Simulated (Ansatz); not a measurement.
## Electronic structure of SiNi3 in real space

The calculation's input:

```
crystal:
  lattice:
    - [-3.627527, 3.627617, 3.352364]
    - [3.627492, -3.627622, 3.352335]
    - [3.581827, 3.581923, -3.352369]
  atoms:
    - { symbol: Si, position: [0.0268119056, 0.4883753386, 0.5145809758] }
    - { symbol: Si, position: [0.4896255516, 0.0256570267, 0.5146719733] }
    - { symbol: Ni, position: [0.4967667503, 0.4955215021, 0.9916668614] }
    - { symbol: Si, position: [0.0168505291, 0.0156690074, 0.0319351387] }
    - { symbol: Ni, position: [0.5294380057, 0.7735877557, 0.7428004375] }
    - { symbol: Ni, position: [0.9698161348, 0.2139689111, 0.7428032823] }
    - { symbol: Ni, position: [0.00606532, 0.7515110312, 0.2524420762] }
    - { symbol: Ni, position: [0.5015210883, 0.2469840458, 0.2524379315] }
    - { symbol: Ni, position: [0.7748349501, 0.5282694702, 0.7428087714] }
    - { symbol: Ni, position: [0.2151345115, 0.968579051, 0.742804353] }
    - { symbol: Ni, position: [0.248252504, 0.5003430569, 0.2524340773] }
    - { symbol: Ni, position: [0.7526905182, 0.0047904462, 0.2524385682] }
    - { symbol: Si, position: [0.729744955, 0.728527461, 0.4576592658] }
    - { symbol: Ni, position: [0.2565758532, 0.2553755798, 0.5113529273] }
    - { symbol: Ni, position: [0.2603261388, 0.7414852127, 0.0011965415] }
    - { symbol: Ni, position: [0.7427204066, 0.2590986637, 0.0012184463] }
basis:
  ecutwfc: 420
kpoints:
  mp_grid: { grid: [7, 7, 7] }
hamiltonian:
  xc: pbe
scf:
  occupations: { method: gaussian, width: 0.1 }
  n_extra_bands: 8
output:
  forces: true
  stress: true
  eigenvalues: true
  populations: true
  dos:
    method: { smearing: { sigma: 0.1, scheme: gaussian } }
    projected: true
    de: 0.02
  write_density: true
  write_potential: true
  elf: true
  volumetric_format: npy
```

Command:

```sh
ansatz run input.yaml --threads 4 --pin off --max-ram 9216MiB --backend cpu --events-out ev --progress --plain --runs-dir out
```

Below, planes, directions and counts refer to the conventional cell (a = 6.70 Å, b = 10.26 Å, c = 10.13 Å, α = 90.00°, β = 90.00°, γ = 90.00°).

Space group Fmm2; a generated structure, not necessarily the stable one; computed without spin polarisation.

The calculation used DFT PBE, scalar-relativistic, plane waves, PAW (Ansatz).

Core electrons are frozen (PAW), and the valence fields are smoothed inside the atomic spheres.

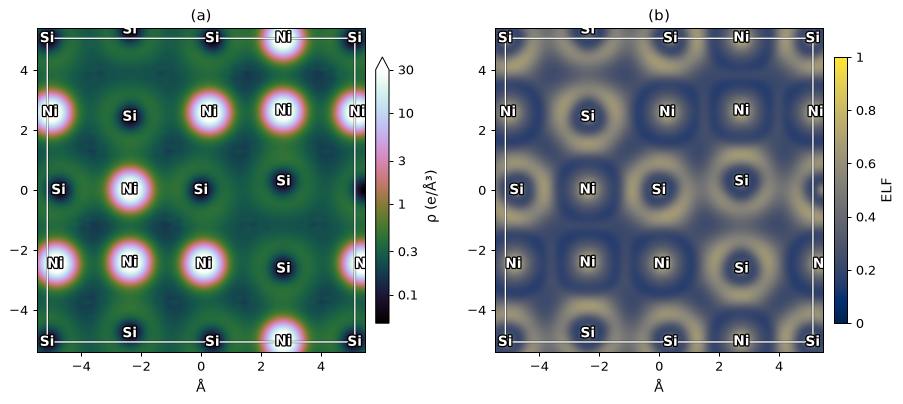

Figure 1. (a) valence pseudo-density; (b) ELF on the (100) plane of the conventional cell.

**Interpret the plot.**

The plane passes through Si and Ni nuclei. Si–Ni (2.37 Å): the density is about 0.42 e/Å³ at the midpoint; the ELF peaks at about 0.65 in the valence shell of Si, 0.9 Å from its nucleus, and is about 0.40 at the midpoint. Ni–Ni (2.43 Å): ρ at the midpoint is about 0.34 e/Å³; the ELF is about 0.20 at the midpoint; no localised pair shows between them. Si–Ni (2.43 Å): the density is about 0.4 e/Å³ at the midpoint; the ELF peaks at about 0.65 in the valence shell of Si, 0.9 Å from its nucleus, and is about 0.40 at the midpoint. Si–Ni (2.47 Å): the density is about 0.37 e/Å³ at the midpoint; the ELF peaks at about 0.65 in the valence shell of Si, 0.9 Å from its nucleus, and is about 0.40 at the midpoint. Ni–Ni (2.48 Å): the density is about 0.33 e/Å³ at the midpoint; the ELF is about 0.25 at the midpoint; no localised pair shows between them. Between the atoms the lowest density in this plane is 0.16 e/Å³. The features right at Ni lie inside the PAW spheres, where the map follows smoothed inner orbitals and isn't to be read closely.

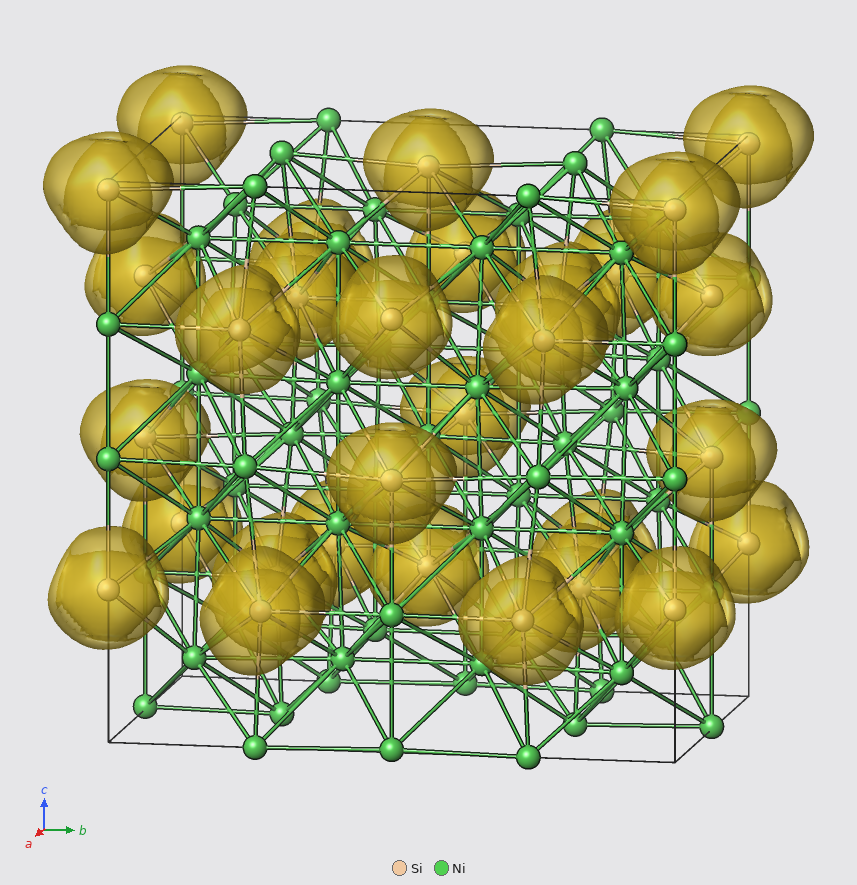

Figure 2. Isosurface of the electron localisation function at 0.55 (yellow), seen slightly off an axis. Core shells and regions of very low density are left out. Sticks mark near contacts.

**What do the ELF domains correspond to?**

The ELF exceeds this value in 16 regions wrapped around Si (the valence shell of each), counted in one cell of 64 atoms. Regions shared between cells count once.


Si–Ni (2.36 Å): the ELF peaks at about 0.65 in the valence shell of Si, 0.9 Å from its nucleus, and is about 0.45 at the midpoint. Ni–Ni (2.42 Å): the ELF is about 0.25 at the midpoint; no localised pair shows between them.

**Does the calculation make it a metal, or give it a gap?**

It is metallic or semimetallic at this level of theory: no gap opens.
